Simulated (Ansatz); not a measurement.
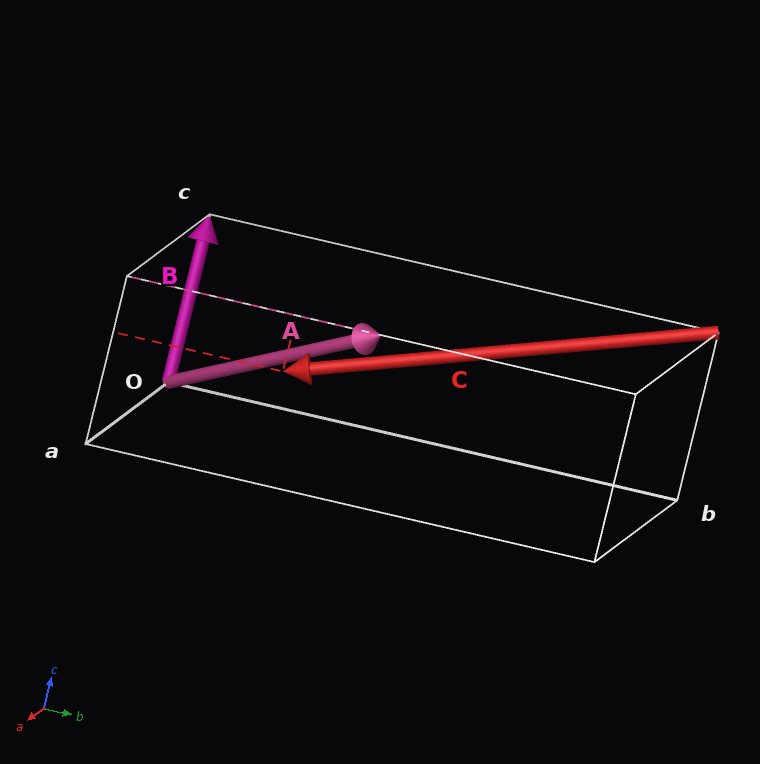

Each arrow starts at a corner of the unit cell and ends on its surface; where a tip isn't a corner, dashed lines run from it parallel to the axes. Crystal: Ni, the input geometry of an electronic-structure calculation (not necessarily at equilibrium); the starting structure was generated, so it need not be a known form of this composition. Symmetry computed with spglib at a tolerance of 0.002 Å; standard conventional cell.

a = 2.479 Å, b = 8.499 Å, c = 2.522 Å, α = 90.00°, β = 119.38°, γ = 90.00°.

Index the directions.

Arrow A runs from (0, 0, 0) to (1, 1/2, 1), so [2 1 2]; Arrow B runs from (0, 0, 0) to (0, 0, 1), so [0 0 1]; Arrow C runs from (0, 1, 1) to (1, 1/3, 2/3), so [3 −2 −1].

How long is the vector ua + vb + wc in each case, and what angles do the directions make?

A 9.885 Å; B 2.522 Å; C 19.208 Å. A–B: 74.7°. A–C: 134.3°. B–C: 108.7°.
